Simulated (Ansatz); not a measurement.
# Run report: PbI₂, band-structure calculation (part 2 of 2)

The same run, continued: PbI₂ (P-3m1, 3 atoms in the cell); DFT, HSE06, plane waves, PAW, no spin polarisation (Ansatz 0.2.0); cutoff 420 eV, 6×6×4 k-mesh, fixed occupations. The structure was built on a prototype by a generator. The geometry comes from this level: r2scan-rvv10 (a point of a series of strains). It belongs to a series of runs on one base structure; here: hydrostatic strain +3.0%.

Geometry of the input (Å; fractional positions):
```
4.7010  0.0000  0.0000
-2.3505  4.0712  0.0000
0.0000  0.0000  7.2589
Pb 0.0000  0.0000  0.0000
I  0.3333  0.6667  0.2513
I  0.6667  0.3333  0.7487
```

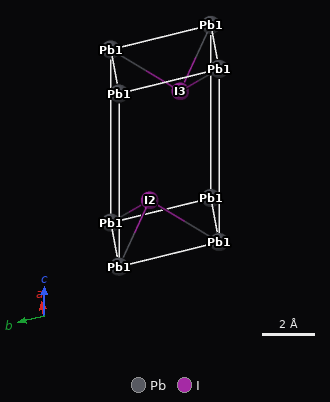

*The structure as given in the input (ball-and-stick view of the cell of the calculation, seen at an oblique angle; atoms are numbered from 1 in the order of the input). An atom can appear more than once, as a periodic image.*

Output, continued:
```
--- Per-component energies (eV) ---
  E_band       = -1019.928257
  E_kinetic    = 661.406532
  E_local      = -5881.124562  (includes V_loc(G=0)·N_el)
  E_nonlocal   = 167.326467
  E_hartree    = 2841.675043
  E_xc         = -381.797244
  E_vxc        = -311.079906  (∫ρ·V_xc dr)
  E_exx        = -131.506296  (= α·E_x^exact, valence–valence)
  E_paw        = -20011.849843  (= ΣΔE_a)
  E_vpaw       = -1076.794373  (= ΣTr[D̂ρ^β])
  E_aug_tail   = 0.000053  (compensation charges beyond the density's cutoff)
  E_ewald      = -4211.017805
  E_core_change = -0.384130  (= ΣΔE_core)
  E_smearing   = -0.000000  (= −TS)
  E_closure    = 0.000000  (closes the sum)
  Σ components = -26947.271785   (vs F -26947.271785, Δ=3.64e-12)
--- Forces (eV/Å), atoms counted from 1 ---
  atom   1  Pb     0.00000000    -0.00000000     0.00000000
  atom   2  I      0.00000000     0.00000000    -0.07298457
  atom   3  I     -0.00000000    -0.00000000     0.07298457
  max |Σ_I F_I| component: 1.16e-18 eV/Å
--- Stress (GPa, compression-positive) ---
       -0.367977       0.000000       0.000000
        0.000000      -0.367977       0.000000
        0.000000       0.000000      -0.078936
  P = ⅓ Tr σ = -0.2716 GPa (-2.716 kbar)
--- Band table (eV; the first three rows and the last of 24) ---
  k-point 0: bands = ["-42.7748", "-42.7748", "-42.7748", "-42.7748", "-42.7692", "-42.7692", "-42.7690", "-42.7690", "-42.7659", "-42.7658", "-14.3480", "-14.3480", "-14.3318", "-14.3200", "-14.3200", "-9.5536", "-8.8718", "-3.7134", "2.2957", "2.2957", "2.3589", "2.4345", "2.4345", "2.7029", "6.4826", "7.4237", "7.4237", "10.3284"]
  k-point 1: bands = ["-42.7748", "-42.7748", "-42.7748", "-42.7748", "-42.7691", "-42.7691", "-42.7690", "-42.7690", "-42.7659", "-42.7658", "-14.3480", "-14.3480", "-14.3317", "-14.3200", "-14.3200", "-9.5091", "-8.9341", "-3.6545", "2.0010", "2.2457", "2.2457", "2.4960", "2.4960", "3.0286", "6.3961", "7.3597", "7.3597", "10.6602"]
  k-point 2: bands = ["-42.7748", "-42.7748", "-42.7748", "-42.7748", "-42.7691", "-42.7691", "-42.7690", "-42.7690", "-42.7659", "-42.7659", "-14.3480", "-14.3480", "-14.3317", "-14.3200", "-14.3200", "-9.4531", "-9.0075", "-3.5945", "1.7869", "2.2133", "2.2133", "2.5400", "2.5400", "3.2108", "6.3140", "7.2978", "7.2978", "10.9484"]
  k-point 23: bands = ["-42.7748", "-42.7747", "-42.7747", "-42.7747", "-42.7691", "-42.7691", "-42.7691", "-42.7690", "-42.7658", "-42.7658", "-14.3648", "-14.3648", "-14.3220", "-14.3160", "-14.3160", "-8.7974", "-8.7974", "-4.4281", "0.5176", "0.5176", "0.8924", "2.5842", "2.5842", "3.3068", "7.7503", "7.7503", "8.3892", "11.3486"]
```

File bands.tsv:
```
# k_distance	band_0	band_1	band_2	band_3	band_4	band_5	band_6	band_7	band_8	band_9	band_10	band_11	band_12	band_13	band_14	band_15	band_16	band_17	band_18	band_19	band_20	band_21	band_22	band_23	band_24	band_25	band_26	band_27
# fermi_ev = 3.306815
# lock_threshold_ev = 1e-6
# [0, 0, 0] at k_distance = 0.000000
# [0.5, 0, 0] at k_distance = 0.771665
# [0.3333333333, 0.3333333333, 0] at k_distance = 1.217185
# [0, 0, 0.5] at k_distance = 2.207772
# [0.5, 0, 0.5] at k_distance = 2.979437
# [0.3333333333, 0.3333333333, 0.5] at k_distance = 3.424958
# levels_relative_to = fermi_ev
# free_energy_ev = -26947.271785
# largest_residual_norms_ev = 3.040e-5 9.139e-5 9.045e-5 9.262e-5 2.487e-5 7.896e-5 7.769e-5 4.152e-5 5.616e-5 8.360e-5 1.468e-4 1.502e-4 1.782e-4 2.271e-4 2.501e-4 1.735e-4 2.036e-4 3.774e-4 7.493e-4 6.703e-4 6.869e-4 6.947e-4 1.010e-3 1.002e-3 8.475e-4 9.126e-4 8.815e-4 1.593e-3
0.000000	-46.081637	-46.081637	-46.081582	-46.081582	-46.075971	-46.075971	-46.075774	-46.075774	-46.072741	-46.072623	-17.654835	-17.654835	-17.638574	-17.626829	-17.626829	-12.860392	-12.178659	-7.020263	-1.011104	-1.011104	-0.947934	-0.872283	-0.872283	-0.603877	3.175739	4.116933	4.116933	7.021630
0.771665	-46.081617	-46.081571	-46.081535	-46.081489	-46.075963	-46.075916	-46.075848	-46.075775	-46.072641	-46.072582	-17.688230	-17.652288	-17.634205	-17.624560	-17.616261	-12.253617	-12.064905	-7.648729	-2.855077	-2.086434	-2.011314	-1.187881	-0.750645	-0.382001	3.786161	4.671669	5.614357	6.270502
1.217185	-46.081619	-46.081529	-46.081515	-46.081515	-46.075968	-46.075890	-46.075890	-46.075753	-46.072598	-46.072598	-17.671550	-17.671550	-17.628880	-17.622788	-17.622788	-12.106268	-12.106268	-7.745499	-2.465980	-2.465980	-2.183046	-1.294021	-1.294021	-0.378184	5.152321	5.152321	5.316136	7.323932
2.207772	-46.081619	-46.081619	-46.081605	-46.081605	-46.075896	-46.075896	-46.075858	-46.075858	-46.072694	-46.072679	-17.654838	-17.654838	-17.638546	-17.626833	-17.626833	-12.759953	-12.314350	-6.901304	-1.519888	-1.093466	-1.093466	-0.766809	-0.766809	-0.096001	3.007199	3.991005	3.991005	7.641583
2.979437	-46.081605	-46.081582	-46.081531	-46.081501	-46.075898	-46.075883	-46.075865	-46.075859	-46.072629	-46.072594	-17.688366	-17.652296	-17.634200	-17.624541	-17.616261	-12.211314	-12.104502	-7.666654	-3.152521	-1.876027	-1.599254	-1.084963	-0.975111	-0.544615	4.104654	4.806257	4.984527	6.842779
3.424958	-46.081581	-46.081559	-46.081511	-46.081511	-46.075891	-46.075891	-46.075885	-46.075834	-46.072607	-46.072607	-17.671620	-17.671620	-17.628856	-17.622785	-17.622785	-12.104255	-12.104255	-7.734924	-2.789204	-2.789204	-2.414460	-0.722571	-0.722571	0.000000	4.443487	4.443487	5.082376	8.041827
```

File rho_z.tsv:
```
# z_ang	rho[e/angstrom^3]
# format = ansatz-planar-average/11
# lattice	4.701004203	-0.000000000	0.000000000
# lattice	-2.350502101	4.071189063	0.000000000
# lattice	0.000000000	0.000000000	7.258937378
# sites	3
# site	82	0.000000000	0.000000000	0.000000000
# site	53	0.000000000	2.714126042	1.823942801
# site	53	2.350502101	1.357063021	5.434994577
0.000000	6.096275e-1
0.145179	5.775940e-1
0.290357	4.961701e-1
0.435536	3.969225e-1
0.580715	3.078915e-1
0.725894	2.464864e-1
0.871072	2.185869e-1
1.016251	2.194465e-1
1.161430	2.521645e-1
1.306609	3.536122e-1
1.451787	5.323339e-1
1.596966	7.242551e-1
1.742145	8.466373e-1
1.887324	8.497843e-1
2.032502	7.313866e-1
2.177681	5.356771e-1
2.322860	3.408176e-1
2.468039	2.132679e-1
2.613217	1.503956e-1
2.758396	1.099614e-1
2.903575	7.786596e-2
3.048754	5.430863e-2
3.193932	3.799159e-2
3.339111	2.754571e-2
3.484290	2.177646e-2
3.629469	1.993995e-2
3.774647	2.177646e-2
3.919826	2.754571e-2
4.065005	3.799159e-2
4.210184	5.430863e-2
4.355362	7.786596e-2
4.500541	1.099614e-1
4.645720	1.503956e-1
4.790899	2.132679e-1
4.936077	3.408176e-1
5.081256	5.356771e-1
5.226435	7.313866e-1
5.371614	8.497843e-1
5.516792	8.466373e-1
5.661971	7.242551e-1
5.807150	5.323339e-1
5.952329	3.536122e-1
6.097507	2.521645e-1
6.242686	2.194465e-1
6.387865	2.185869e-1
6.533044	2.464864e-1
6.678222	3.078915e-1
6.823401	3.969225e-1
6.968580	4.961701e-1
7.113759	5.775940e-1
```

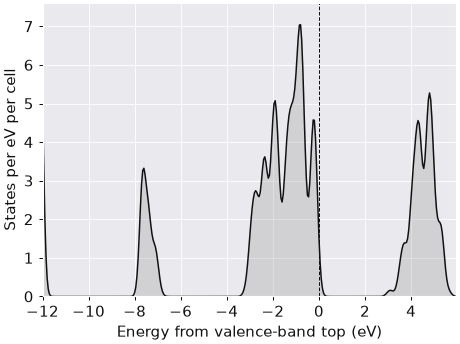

*Density of states (the curve is built from the levels of the k mesh with Gaussians 0.3 eV wide, which also blur the band edges), with energies from the valence-band top.*

There is a gap of 3.01 eV on the k-point mesh. Small ripples come from the finite k-point mesh.

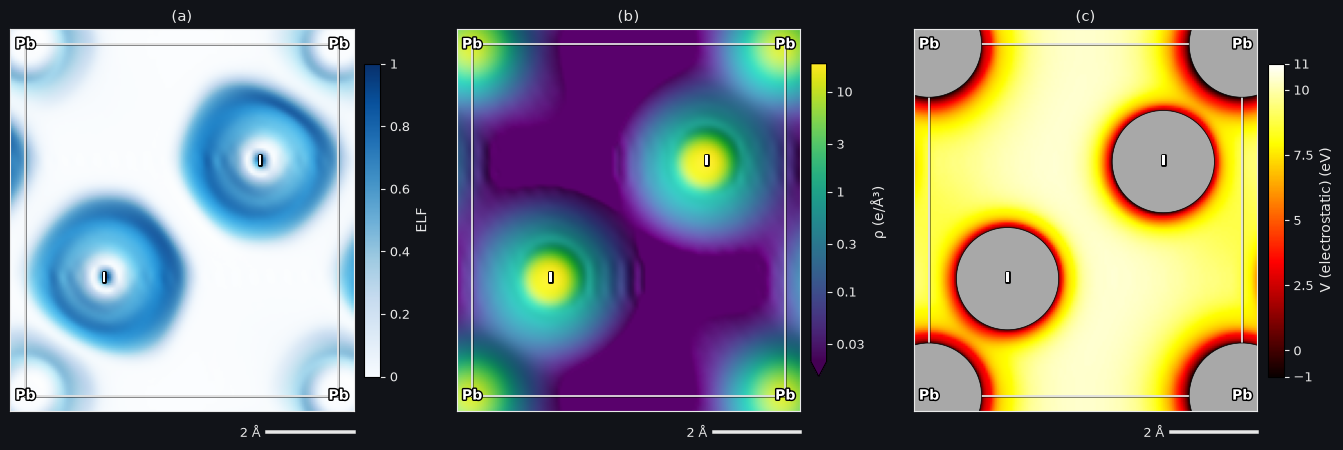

*(a) ELF; (b) valence pseudo-density; (c) electrostatic potential energy of an electron on the (110) plane of the conventional cell. Grey discs, where drawn, cover atomic cores.*

Pb–I (3.27 Å): ρ is about 0.19 e/Å³ halfway; the ELF peaks at about 0.75 in the valence shell of I, 1.3 Å from its nucleus, and drops to about 0.20 between the two atoms. The density dies away to nearly zero in the voids. Outside the cores the potential energy rises away from the atoms and is highest about 2.5 Å from the nearest atoms; outside the discs it spans about 10 eV, and its zero is arbitrary. The fields are those of the smooth PAW valence density.

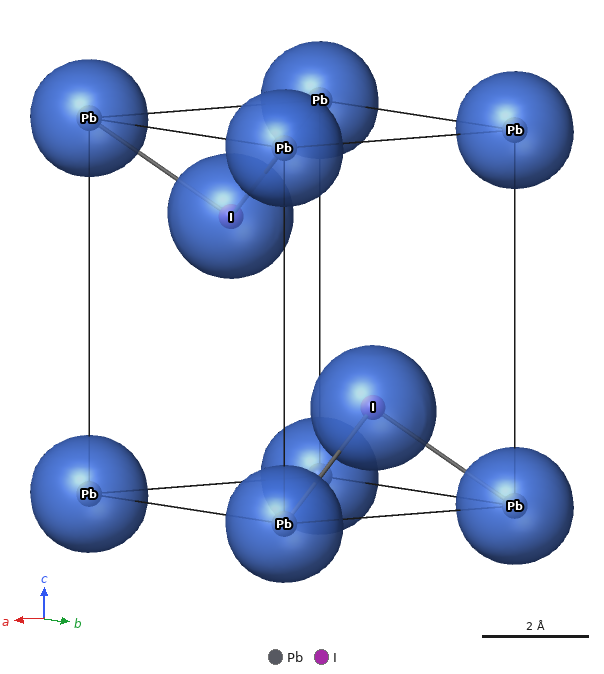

*Isosurface of the valence electron density at 0.4 e/Å³ (blue), seen at an oblique angle. Sticks mark near contacts. The outline is the cell set on symmetry axes.*

At this value the density breaks into separate islands; it holds about 80 % of the electrons treated as valence (semicore included). It is pinched off along the Pb–I (3.27 Å) contacts. On the grid the lowest density along these lines, outside the cores, is 0.18 e/Å³ (Pb–I, 3.27 Å).
